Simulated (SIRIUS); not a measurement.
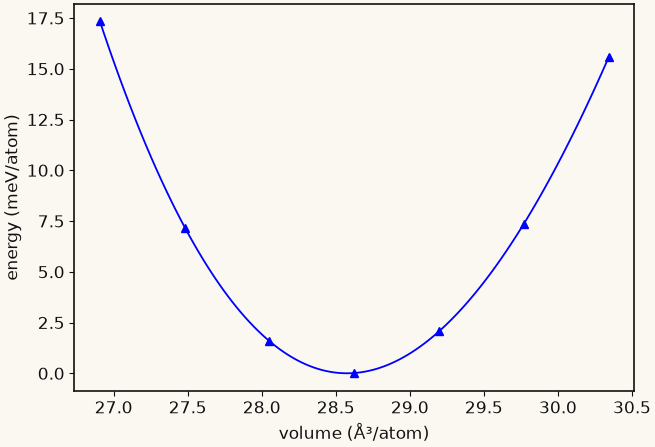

Plotted: energy against volume.

Method: plane-wave DFT, no spin polarisation; energies at scaled volumes of the given cell, shape and fractions fixed, counted from the fit's minimum, third-order Birch-Murnaghan fit (SIRIUS 7.10.0). Level: PBEsol.

### For which of these solids was it computed?
A. Si, P6/mmm (No. 191)
B. NaCl, Fm-3m (No. 225)
C. GaSb, F-43m (No. 216)
D. CsBr, Pm-3m (No. 221)

C, GaSb: energy from 0.03 meV/atom to 17.34 meV/atom, V0 28.58 Å³/atom, B0 51 GPa. The others give: CsBr, energy from 0.01 meV/atom to 23.15 meV/atom, V0 38.11 Å³/atom, B0 15.9 GPa; NaCl, energy from 0.13 meV/atom to 9.34 meV/atom, V0 22 Å³/atom, B0 25.8 GPa; Si, energy from 0.09 meV/atom to 24.63 meV/atom, V0 14.73 Å³/atom, B0 116 GPa.

For CsBr, limits of the calculation: the fit and the printed pressures don't fully agree, or the minimum lies near the end of the range.

For Si, limits of the calculation: shape and atomic fractions are frozen while scaling, which makes layered, chain and framework solids too stiff.
